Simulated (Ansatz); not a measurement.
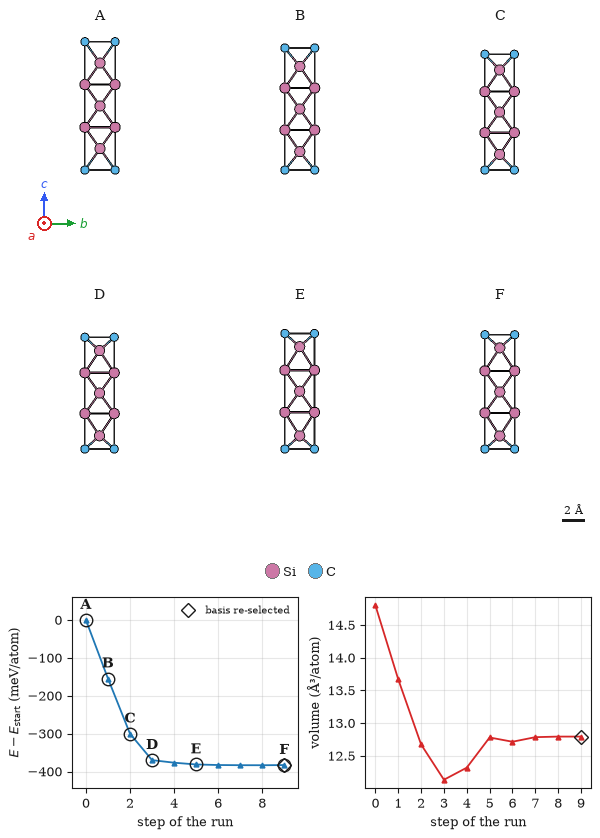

Frames of a relaxation of a crystal of Si5C (a generated structure, set up in P4/mmm) (coarse preliminary run), marked on the history of the run. A ball-and-stick model of the cell of the calculation, seen along the a axis.

Method: DFT PBE, scalar-relativistic, plane waves, PAW in Ansatz. Set-up: plane-wave cutoff 420 eV; k-point mesh 6 × 6 × 2; occupations gaussian; smearing width 0.1 eV; no spin polarisation; cell and atoms relaxed; force threshold 0.04 eV/Å; at most 70 steps.

Q: Describe the path.

A: After 8 accepted moves (9 points after the start) the energy has fallen by 383 meV per atom. The largest force component goes from 1.2 to 0.0018 eV/Å. Pressure: −8.84 GPa at the start and −0.06 GPa at the end. At 1 point the geometry stayed and the basis and grid were re-selected for the new cell (energy shift of 0.4 meV per atom at most each time). The largest moves relative to the cell, 0.54 Å, are those of Si atoms. C stays in place. Cell: a = b 2.756 → 2.715 Å (−1.5 %), c 11.692 → 10.416 Å (−10.9 %). Volume −13.5 %. Some distances before and after: Si–Si 3.897 → 2.383 Å, C–Si 2.756 → 2.259 Å, Si–Si 2.756 → 2.847 Å, Si–Si 2.756 → 2.715 Å. The space group stays P4/mmm (No. 123). Cost: 53 s on 1 thread of Intel(R) Xeon(R) Processor @ 2.50GHz (Skylake/Cascade Lake), with other jobs on the host, peak memory 0.38 GiB. From step 0 to 1: Si atoms move most (0.18 Å), volume −7.6 %, energy −154 meV per atom. From step 1 to 2: Si atoms move most (0.17 Å), volume −7.3 %, energy −146 meV per atom. From step 2 to 3: Si atoms move most (0.17 Å), volume −4.3 %, energy −69.7 meV per atom. From step 3 to 5: Si atoms move most (0.05 Å), volume +5.3 %, energy −11.5 meV per atom. From step 5 to 9: Si atoms move most (0.02 Å), volume +0.1 %, energy −1.6 meV per atom.

```csv
step,"E − E(0), meV/atom","largest force component, eV/Å","pressure, GPa","volume, Å³/atom",note
0,0.00,1.2390,-8.84,14.799,
1,-154.44,1.4722,-5.88,13.668,
2,-300.06,1.4212,-1.28,12.674,
3,-369.78,0.3818,5.69,12.134,
4,-376.59,0.1704,4.53,12.320,
5,-381.23,0.0647,0.20,12.781,
6,-382.73,0.0168,0.52,12.716,
7,-383.18,0.0512,0.05,12.786,
8,-383.28,0.0019,-0.01,12.794,
9,-382.85,0.0018,-0.06,12.794,"same geometry, new basis"
```

Limits of the set-up: the k-point mesh is coarse for a cell with partly filled bands.
